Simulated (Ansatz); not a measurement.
## Single-point calculation, with input and output: Si₈N (part 2 of 2)

The same run, continued: Si₈N (slab, 18 atoms in the cell); DFT PBE, scalar-relativistic, plane waves, PAW, PAW set soft_1, no spin polarisation (Ansatz 0.2.0); cutoff 420 eV, 4×4×1 k-mesh, Gaussian smearing of 0.05 eV. The structure derives from a Materials Project entry.

Geometry of the input (Å; fractional positions):
```
7.7022  0.0000  0.0000
0.0000  6.3647  0.0000
0.0000  0.0000  22.2525
Si 0.0000  0.9371  0.1798
Si 0.5000  0.9371  0.1798
Si 0.0000  0.5629  0.1798
Si 0.5000  0.5629  0.1798
Si 0.2500  0.4371  0.2297
Si 0.7500  0.4371  0.2297
Si 0.2500  0.0629  0.2297
Si 0.7500  0.0629  0.2297
Si 0.2500  0.9333  0.3303
Si 0.7500  0.9333  0.3303
Si 0.2500  0.5667  0.3303
Si 0.7500  0.5667  0.3303
Si 0.0000  0.4260  0.3709
Si 0.5000  0.4260  0.3709
Si 0.0000  0.0740  0.3709
Si 0.5000  0.0740  0.3709
N  0.0000  0.2811  0.4500
N  0.0000  0.5709  0.4500
```

**Output, continued**
```
--- Per-component energies (eV) ---
  E_band       = -511.650533
  E_kinetic    = 870.138709
  E_local      = -18070.911116  (includes V_loc(G=0)·N_el)
  E_nonlocal   = 436.118248
  E_hartree    = 8603.101351
  E_xc         = -1006.209565
  E_vxc        = -892.491248  (∫ρ·V_xc dr)
  E_paw        = -8435.012659  (= ΣΔE_a)
  E_vpaw       = -59.520794  (= ΣTr[D̂ρ^β])
  E_aug_tail   = 0.002085  (compensation charges beyond the density's cutoff)
  E_efield     = 0.008252  (sawtooth field / dipole correction)
  E_vefield    = -1.183021  (∫n·V_field dr)
  E_ewald      = 6675.261832
  E_smearing   = -0.026304  (= −TS)
  E_closure    = 0.000000  (closes the sum)
  Σ components = -10927.529166   (vs F -10927.529166, Δ=0.00e0)
--- Forces (eV/Å), atoms counted from 1 ---
  atom   1  Si     0.00000000    -0.85291741     0.61833810
  atom   2  Si     0.00000000    -0.57981998     0.44814037
  atom   3  Si     0.00000000     0.84275771     0.64001040
  atom   4  Si     0.00000000     0.59246691     0.55699727
  atom   5  Si     0.17959524     0.07744809    -0.56301975
  atom   6  Si    -0.17959524     0.07744809    -0.56301975
  atom   7  Si    -0.00302200     0.01286729    -0.53985406
  atom   8  Si     0.00302200     0.01286729    -0.53985406
  atom   9  Si     0.13551398     0.02934632    -0.02289552
  atom  10  Si    -0.13551398     0.02934632    -0.02289552
  atom  11  Si     0.19763406    -0.08357360    -0.35418210
  atom  12  Si    -0.19763406    -0.08357360    -0.35418210
  atom  13  Si     0.00000000     2.22274064     2.55929952
  atom  14  Si     0.00000000    -0.05239995    -0.06441666
  atom  15  Si     0.00000000     0.17672982     1.30638274
  atom  16  Si     0.00000000     0.15664163     0.12049139
  atom  17  N      0.00000000     2.81688617    -1.07540254
  atom  18  N      0.00000000    -5.39530876    -2.14990637
  max |Σ_I F_I| component: 4.70e-5 eV/Å
--- Band table (eV; the first three rows and the last of 9) ---
  k-point 0: bands = ["-17.5131", "-13.6357", "-13.2780", "-11.9966", "-11.7171", "-11.0413", "-10.7107", "-10.1042", "-9.7645", "-9.6624", "-9.3700", "-8.9237", "-8.5622", "-8.2617", "-7.5512", "-7.2116", "-6.2810", "-6.1337", "-6.0270", "-5.9119", "-5.3858", "-5.1780", "-5.1175", "-4.7608", "-4.6960", "-4.4351", "-3.8999", "-3.8976", "-3.4838", "-3.2447", "-3.2043", "-2.9185", "-2.8616", "-2.5382", "-2.0417", "-2.0077", "-1.8085", "-1.6955", "-1.5393", "-1.2112", "-0.8534", "-0.3814", "-0.0865", "0.2010", "0.6288", "0.8371", "0.9046", "0.9245", "1.2191", "1.3651", "1.4414", "1.4888", "1.6164", "1.9264", "2.3708"]
  k-point 1: bands = ["-17.5077", "-13.6817", "-13.0709", "-11.8045", "-11.6500", "-11.5366", "-10.6065", "-10.3729", "-10.2506", "-10.0200", "-9.1362", "-8.5725", "-8.1924", "-8.0110", "-7.7420", "-7.6899", "-6.4276", "-5.7383", "-5.5953", "-5.4908", "-5.2625", "-5.1549", "-4.5786", "-4.5632", "-4.4747", "-4.0664", "-3.9744", "-3.8587", "-3.5772", "-3.5297", "-3.3389", "-2.9795", "-2.8926", "-2.5778", "-2.2894", "-2.2121", "-2.0330", "-1.7606", "-1.6507", "-1.3878", "-0.8362", "-0.5744", "-0.3020", "-0.1271", "0.2619", "0.4517", "0.8833", "0.9185", "1.2653", "1.3059", "1.4651", "1.5585", "1.6689", "1.8252", "2.0283"]
  k-point 2: bands = ["-17.5023", "-13.7197", "-12.5261", "-12.4737", "-11.2775", "-11.2090", "-11.1109", "-10.8947", "-10.4206", "-9.9514", "-8.7874", "-8.6983", "-8.4474", "-8.4175", "-7.3584", "-7.2433", "-6.1391", "-5.9326", "-5.3270", "-5.0601", "-5.0325", "-4.5565", "-4.4299", "-4.2359", "-4.1555", "-4.1253", "-4.0577", "-3.9273", "-3.8756", "-3.8155", "-3.2924", "-2.9410", "-2.9057", "-2.7312", "-2.6876", "-2.3662", "-1.9837", "-1.8359", "-1.7432", "-1.3488", "-0.9818", "-0.7481", "-0.1406", "-0.0304", "-0.0132", "0.0727", "0.2867", "0.4073", "0.5580", "0.6071", "1.3759", "1.3788", "1.5853", "1.6245", "1.8254"]
  k-point 8: bands = ["-17.5018", "-13.7058", "-12.1068", "-12.0281", "-11.9927", "-11.9312", "-10.8668", "-10.7266", "-10.7171", "-10.6754", "-7.9488", "-7.9436", "-7.8057", "-7.7691", "-6.7098", "-6.6134", "-6.5845", "-6.5511", "-5.6448", "-5.5362", "-5.3947", "-5.0826", "-4.8710", "-4.5939", "-4.5252", "-4.4348", "-4.3766", "-4.1663", "-3.9644", "-3.8661", "-3.7245", "-3.6781", "-3.4448", "-2.3751", "-2.2653", "-2.2620", "-1.9379", "-1.7282", "-1.5881", "-1.3649", "-1.2015", "-1.0773", "0.6373", "0.6544", "0.6547", "0.7664", "1.0581", "1.3185", "1.5890", "1.6966", "1.9074", "2.1645", "2.2781", "2.3309", "2.6342"]
```

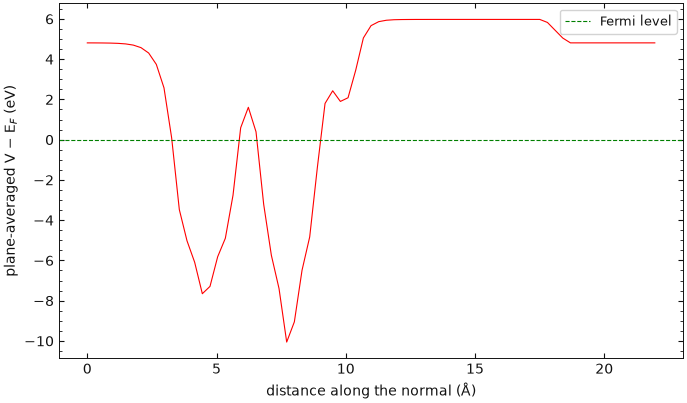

*Plane average of the electrostatic potential energy of an electron across the cell, from the Fermi level.*

The vacuum level lies 5.98 eV above the Fermi level on the upper side and 4.81 eV on the lower.

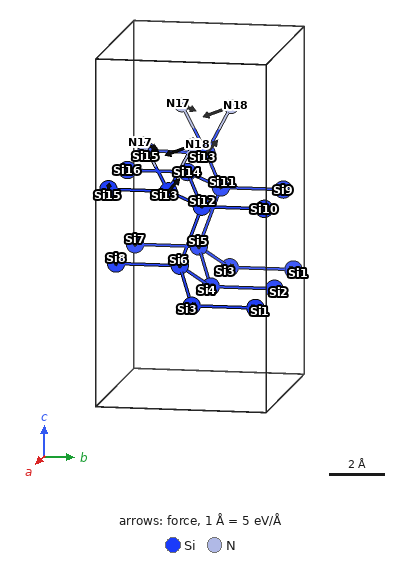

*Forces on the atoms as black arrows (ball-and-stick view of the cell of the calculation, with the vacuum cut short, seen slightly off an axis; atoms are numbered from 1 in the order of the input); the smallest are left out.*

The largest act on N18 (5.81 eV/Å); Si13 (3.39 eV/Å); N17 (3.02 eV/Å). The geometry is not a stationary point of this energy.

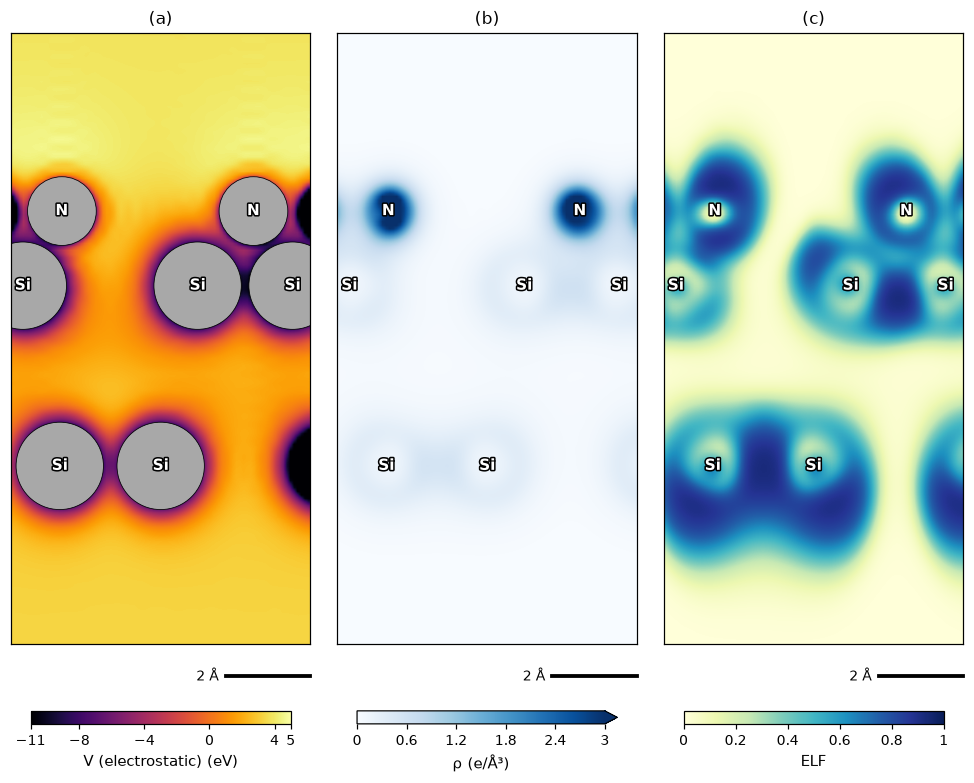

*(a) electrostatic potential (local pseudopotential plus Hartree) felt by an electron; (b) valence pseudo-density; (c) ELF on the (100) plane of the calculation cell, a cut from vacuum to vacuum. Grey discs, where drawn, cover atomic cores.*

Si–N (1.99 Å): the density is about 0.62 e/Å³ at the midpoint; the ELF peaks at about 0.75 between the atoms (a shared but strongly polarised pair). Si–Si (2.38 Å): ρ is about 0.53 e/Å³ halfway, a local maximum along the line; the ELF peaks at about 0.90 between the atoms, as expected for localised, shared-pair bonding. The density dies away to nearly zero in the vacuum. Core electrons are frozen (PAW), so the fields are smoothed inside the atomic spheres.

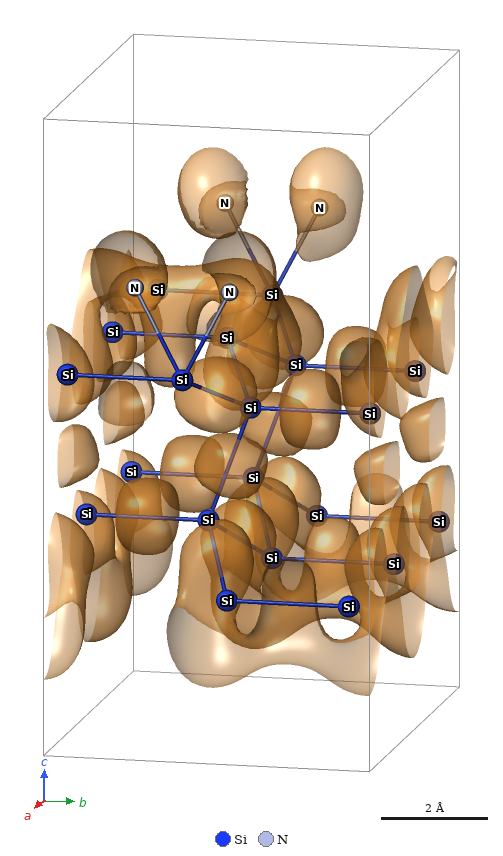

*Isosurface of the ELF at 0.75 (orange), seen slightly off an axis. Only the valence region is drawn (cores and ρ < 0.01 e/Å³ removed). Sticks mark near contacts.*

Values along the shortest contacts: Si–N (1.99 Å): the ELF peaks at about 0.75 between the atoms (a polar covalent bond). Si–Si (2.24 Å): the ELF peaks at about 0.90 between the atoms, as expected for localised, shared-pair bonding.
